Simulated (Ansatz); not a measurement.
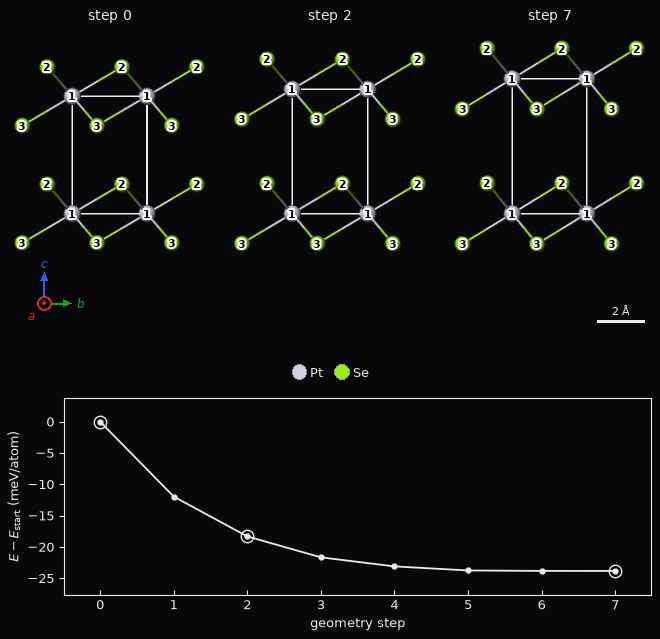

Frames of a relaxation of solid PtSe$_{2}$ (set up in P-3m1), marked on the history of the run. A ball-and-stick model of the cell of the calculation, seen along the a axis.

Level of theory: Ansatz 0.2.0, DFT r2SCAN, scalar-relativistic, plane waves, PAW. (plane-wave cutoff 500 eV; k-point mesh 12 × 12 × 8; occupations gaussian; smearing width 0.1 eV; no spin polarisation; cell and atoms relaxed; force threshold 0.005 eV/Å; at most 80 steps)

What happens along the run?

The run was cut off at its time limit before the program reported convergence, but its last step already meets the force threshold: the largest component is 0.0001 eV/Å against 0.005 eV/Å. The pressure is within 0.01 GPa of its target. The largest moves relative to the cell, 0.14 Å, are those of Se2 and Se3. Se3 goes along +c. Pt stays in place. The drawn cell changes as follows: a = b 3.724 → 3.718 Å (−0.2 %), c 5.062 → 5.816 Å (+14.9 %); the volume changes by +14.5 %. Some distances before and after: Se2–Se3 3.321 → 3.848 Å, Pt1–Se2 2.495 → 2.515 Å. The space group stays P-3m1 (No. 164). After 7 geometry steps the energy has fallen by 23.8 meV per atom. The largest force component goes from 0.36 to 0.0001 eV/Å. Pressure: 4.90 GPa at the start and 0.00 GPa at the end. From step 0 to 2: Se atoms move most (0.05 Å), volume +7.8 %, energy −18.3 meV per atom. From step 2 to 7: Se atoms move most (0.09 Å), volume +6.2 %, energy −5.5 meV per atom.

```tsv
step	E − E(0), meV/atom	largest force component, eV/Å	pressure, GPa	volume, Å³/atom
0	0.00	0.3579	4.90	20.265
1	-11.95	0.1096	-2.26	22.109
2	-18.32	0.0967	-0.66	21.843
3	-21.66	0.0237	0.61	22.096
4	-23.11	0.0522	0.75	22.556
5	-23.76	0.0169	0.29	22.979
6	-23.83	0.0129	-0.08	23.179
7	-23.83	0.0001	0.00	23.204
```

Limits of the set-up: layers or molecules are held without a dispersion correction, so their spacing is unreliable.
